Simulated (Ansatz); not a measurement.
**Geometry relaxation, with input and output: WS$_{2}$ (part 2 of 2)**

Continued. System: WS$_{2}$ (3 atoms in the cell). Method: DFT PBEsol, scalar-relativistic, plane waves, PAW, no spin polarisation (Ansatz 0.2.0); cutoff 420 eV, 12×12×12 k-mesh, Gaussian smearing of 0.02 eV. The structure derives from a Materials Project entry. It belongs to a series of runs on one base structure; here: relaxed at 8 GPa.

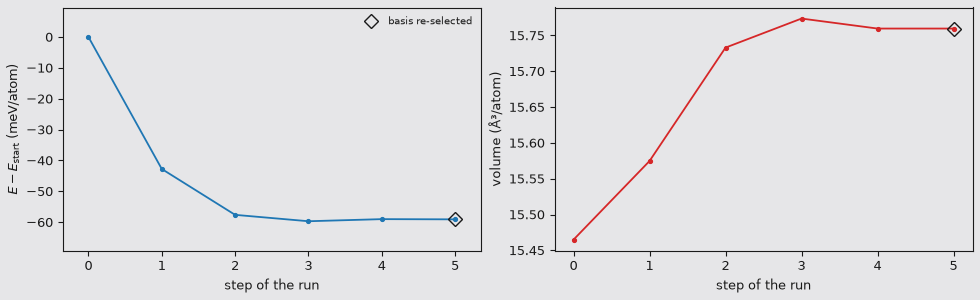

Progress of the relaxation, step by step (the first geometry is step 0 here and step 1 in the log).

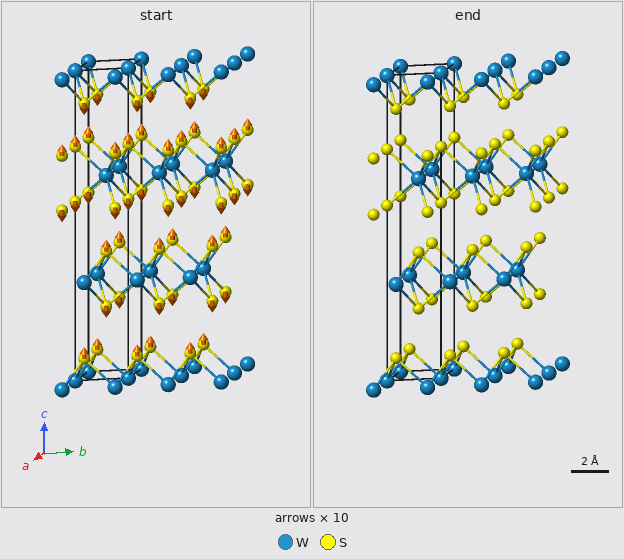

Before (left) and after (right) the relaxation, at one scale (ball-and-stick view of the cell 3 times as large as that of the calculation, set on its symmetry axes, repeated 2 × 3 × 1, seen slightly off an axis). The orange arrows give the displacements (without the part carried along by the change of the cell), magnified 10 times. After 4 geometry steps the energy has fallen by 59.0 meV per atom. Largest force component: 1.6 eV/Å at the start, 0.0005 eV/Å at the end. Pressure: 21.01 GPa at the start and 8.00 GPa at the end. The largest move relative to the cell is that of S2, 0.066 Å. By element the largest moves are S 0.066 Å, W 0.001 Å. The volume changes by +1.9 %, with a = b 3.045 → 3.097 Å (+1.7 %), c 17.335 → 17.075 Å (−1.5 %). Distances before and after: W1–S2 2.329 → 2.381 Å. The space group stays R3m (No. 160). A last SCF at the same geometry on a re-selected plane-wave basis shifts the energy by −0.1 meV per atom. (Atoms are counted from 1 in the order of the input.)

```
basis re-selected at this cell: Δ(F+E_penalty+E_count) = -2.039e-4 eV, ΔP = +0.000 GPa vs the last step (what re-selecting the basis moved, of the pressure what is left beyond the Pulay correction that the steps carried, after the strain that the cell walked since its last selection, with what the two solves' SCF thresholds leave and, on support functions, any second-order correction that the steps lacked; it is no measure of the basis error at this ecutwfc). The dense FFT grid was sized anew with the basis: this SCF ran on 24×40×24 points, the steps before it on 24×45×24, so part of this shift can come from that change (see relax.cell in the input reference). This SCF's stress stands 5.64e-3 GPa from its target on what of the cell is left free (relax.cell.stress_tol is 8.00e-2 GPa) and its largest allowed force component is 5.03e-4 eV/Å (relax.f_tol is 8.00e-3 eV/Å): within both
SCF converged after 6 iterations
Free energy (F): -12028.947156 eV
Harris-Foulkes:  -12028.947156 eV  (|F-HF|=7.28e-12)
Internal energy: -12028.947156 eV  (E = F + TS)
E sigma→0 (E₀):  -12028.947156 eV
Fermi energy:    14.368778 eV
--- Per-component energies (eV) ---
  E_band       = -136.501121
  E_kinetic    = 671.226312
  E_local      = -1436.134039  (includes V_loc(G=0)·N_el)
  E_nonlocal   = 60.665922
  E_hartree    = 561.466461
  E_xc         = -460.627832
  E_vxc        = -417.539631  (∫ρ·V_xc dr)
  E_paw        = -9604.749211  (= ΣΔE_a)
  E_vpaw       = -137.652560  (= ΣTr[D̂ρ^β])
  E_aug_tail   = -0.000063  (compensation charges beyond the density's cutoff)
  E_ewald      = -1821.140395
  E_core_change = 0.345691  (= ΣΔE_core)
  E_smearing   = -0.000000  (= −TS)
  E_closure    = 0.000000  (closes the sum)
  Σ components = -12028.947156   (vs F -12028.947156, Δ=0.00e0)
--- Forces (eV/Å), atoms counted from 1 ---
  atom   1  W      0.00000000    -0.00000000    -0.00050282
  atom   2  S      0.00000000     0.00000000     0.00045417
  atom   3  S      0.00000000     0.00000000     0.00004893
  max |Σ_I F_I| component: 2.85e-7 eV/Å
--- Stress (GPa, compression-positive) ---
        7.999201       0.000000       0.000000
        0.000000       7.999201       0.000000
        0.000000       0.000000       8.005642
  P = ⅓ Tr σ = 8.0013 GPa (80.013 kbar)
--- Band table (eV; the first three rows and the last of 189) ---
  k-point 0: bands = ["-60.6782", "-25.0465", "-24.7866", "-24.7866", "-2.4320", "0.1260", "5.3115", "10.2394", "10.2394", "11.4876", "11.4876", "12.1900", "13.0016", "15.9677", "15.9677", "16.4949", "16.4949"]
  k-point 1: bands = ["-60.6765", "-25.0407", "-24.8178", "-24.7937", "-2.3006", "0.1531", "5.4756", "9.9175", "10.3709", "11.0880", "11.2763", "12.1985", "13.0081", "15.9251", "16.1448", "16.1547", "16.4302"]
  k-point 2: bands = ["-60.6719", "-25.0250", "-24.9023", "-24.8132", "-1.9232", "0.2325", "5.9200", "9.1676", "10.2561", "10.7198", "10.8082", "12.1786", "12.6432", "15.3401", "16.1342", "16.3596", "16.7073"]
  k-point 188: bands = ["-60.6782", "-25.0467", "-24.7866", "-24.7866", "-1.8273", "-0.9723", "7.2668", "9.2216", "10.1899", "10.1899", "11.5922", "11.5922", "14.1038", "16.0381", "16.0381", "16.2974", "16.2974"]
--- Relaxed structure (5 steps of the walk, 5 accepted, 1 SCFs on fresh bases) ---
  F+E_penalty+E_count = -12028.94715552 eV   max|allowed force component| = 5.029e-4 eV/Å   (the final SCF, on the basis selected at the relaxed cell)
  cell:  # Å, volume = 47.2788 Å³
    - [1.5485270807834806, 0.8940425269541843, 5.691654793346792]
    - [-1.5485270807834806, 0.8940425269541843, 5.691654793346792]
    - [1.2209638092023003e-33, -1.7880850538591189, 5.691654793354528]
  atoms:
    - { symbol: W, position: [0.0006094055628133336, 0.0006094055628133336, 0.0006094055628133336] }
    - { symbol: S, position: [0.4259917103672042, 0.4259917103672042, 0.42599171036720423] }
    - { symbol: S, position: [0.24209888396998241, 0.24209888396998241, 0.24209888396998241] }
```

### Trajectory as extended XYZ (Å, eV, eV/Å), 6 frames, from step=1 to step=6
```
3
Lattice="1.5224 0.8790 5.7784 -1.5224 0.8790 5.7784 0.0000 -1.7579 5.7784" Properties=species:S:1:pos:R:3:forces:R:3 step=1 energy=-12028.76991 pressure_GPa=21.01
W     0.0000    0.0000    0.0112    0.0000   0.0000  -0.0018
S     0.0000    0.0000    7.3174    0.0000   0.0000   1.6084
S     0.0000    0.0000    4.2633    0.0000   0.0000  -1.6066
3
Lattice="1.5594 0.9003 5.5467 -1.5594 0.9003 5.5467 0.0000 -1.8006 5.5467" Properties=species:S:1:pos:R:3:forces:R:3 step=2 energy=-12028.89819 pressure_GPa=6.30
W     0.0000    0.0000    0.0106    0.0000   0.0000  -0.0614
S     0.0000    0.0000    7.1292    0.0000   0.0000  -0.3429
S     0.0000    0.0000    3.9873    0.0000   0.0000   0.4044
3
Lattice="1.5481 0.8938 5.6849 -1.5481 0.8938 5.6849 0.0000 -1.7876 5.6849" Properties=species:S:1:pos:R:3:forces:R:3 step=3 energy=-12028.94278 pressure_GPa=7.86
W     0.0000    0.0000    0.0103    0.0000   0.0000   0.0030
S     0.0000    0.0000    7.2696    0.0000   0.0000  -0.0603
S     0.0000    0.0000    4.1246    0.0000   0.0000   0.0573
3
Lattice="1.5493 0.8945 5.6912 -1.5493 0.8945 5.6912 0.0000 -1.7889 5.6912" Properties=species:S:1:pos:R:3:forces:R:3 step=4 energy=-12028.94900 pressure_GPa=7.95
W     0.0000    0.0000    0.0103    0.0000   0.0000   0.0033
S     0.0000    0.0000    7.2722    0.0000   0.0000   0.0137
S     0.0000    0.0000    4.1346    0.0000   0.0000  -0.0170
3
Lattice="1.5485 0.8940 5.6917 -1.5485 0.8940 5.6917 0.0000 -1.7881 5.6917" Properties=species:S:1:pos:R:3:forces:R:3 step=5 energy=-12028.94695 pressure_GPa=8.00
W     0.0000    0.0000    0.0104    0.0000   0.0000  -0.0005
S     0.0000    0.0000    7.2738    0.0000   0.0000   0.0005
S     0.0000    0.0000    4.1338    0.0000   0.0000   0.0000
3
Lattice="1.5485 0.8940 5.6917 -1.5485 0.8940 5.6917 0.0000 -1.7881 5.6917" Properties=species:S:1:pos:R:3:forces:R:3 step=6 energy=-12028.94716 pressure_GPa=8.00
W     0.0000    0.0000    0.0104    0.0000   0.0000  -0.0005
S     0.0000    0.0000    7.2738    0.0000   0.0000   0.0005
S     0.0000    0.0000    4.1338    0.0000   0.0000   0.0000
```

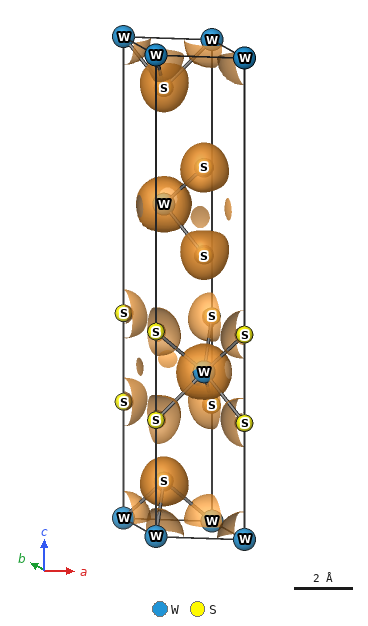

Isosurface of the valence charge density (pseudo) at 0.8 e/Å³ (orange), seen slightly off an axis. Sticks mark near contacts. The outline is the cell set on symmetry axes. At this value the density breaks into separate islands; it holds about 55 % of the electrons treated as valence (semicore included). It is pinched off along the W–S (2.38 Å) contacts. On the grid the lowest density along these lines, outside the cores, is 0.66 e/Å³ (W–S, 2.38 Å). The fields are those of the smooth PAW valence density.

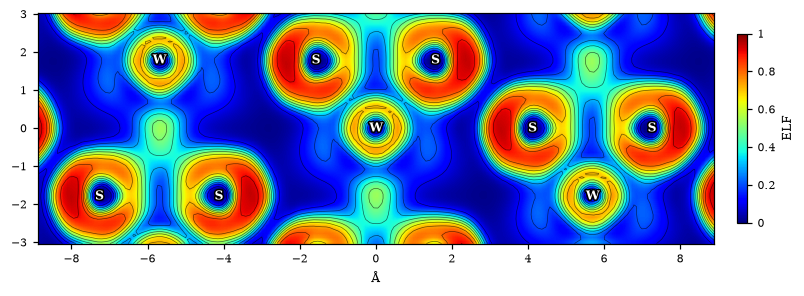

ELF on the (110) plane of the conventional cell. The section cuts through W and S sites. W–S (2.38 Å): the ELF is about 0.50 at the midpoint. The ELF has a maximum of about 0.55 in the space between the atoms. The strong features right at W lie inside the PAW spheres (semicore, d or f shells) and say nothing about bonding.

This output came from the following input.

### The input
```yaml
crystal:
  lattice:
    - [1.5224222166, 0.8789708766, 5.7783908196]
    - [-1.5224222166, 0.8789708766, 5.7783908196]
    - [0.0, -1.7579417531, 5.7783908196]
  atoms:
    - { symbol: W, position: [0.00064831, 0.00064831, 0.00064831] }
    - { symbol: S, position: [0.4221153939, 0.4221153939, 0.4221153939] }
    - { symbol: S, position: [0.245936296, 0.245936296, 0.245936296] }
basis:
  ecutwfc: 420
kpoints:
  mp_grid: { grid: [12, 12, 12] }
hamiltonian:
  xc: pbesol
scf:
  occupations: { method: gaussian, width: 0.02 }
output:
  forces: true
  stress: true
  eigenvalues: true
  write_density: true
  write_potential: true
  elf: true
  volumetric_format: npy
relax:
  adjacent_minimum: "off"
  f_tol: 0.008
  max_steps: 50
  cell: { stress_tol: 0.08, p_target: 8.0 }
```

Command:
```bash
ansatz run input.yaml --threads 1 --pin off --max-ram 2560MiB --backend cpu --events-out ev --progress --plain --runs-dir out
```

### Summary

| quantity | value |
| --- | --- |
| outcome | converged |
| space group (tolerance 0.01 Å) | R3m (160) |
| electrons treated | 26 |
| free energy | −12028.9472 eV |
| Fermi energy | 14.369 eV |
| gap on the k-point mesh | 0.53 eV |
| pressure | 8.00 GPa |
| final volume | 47.28 Å³ |
| largest force (length of the vector) at the end | 0.001 eV/Å |
| final cell | a = 5.966 Å, b = 5.966 Å, c = 5.966 Å, α = 30.09°, β = 30.09°, γ = 30.09° |
| hardware | 1 thread of Arm Neoverse V1, 24 GiB of memory available, shared host |
| wall time | 2.4 min |
| peak memory | 0.46 GiB |

Spin–orbit coupling is left out, which matters for W. The cell was relaxed to the target pressure of the input; what is minimised is then the enthalpy E + pV.
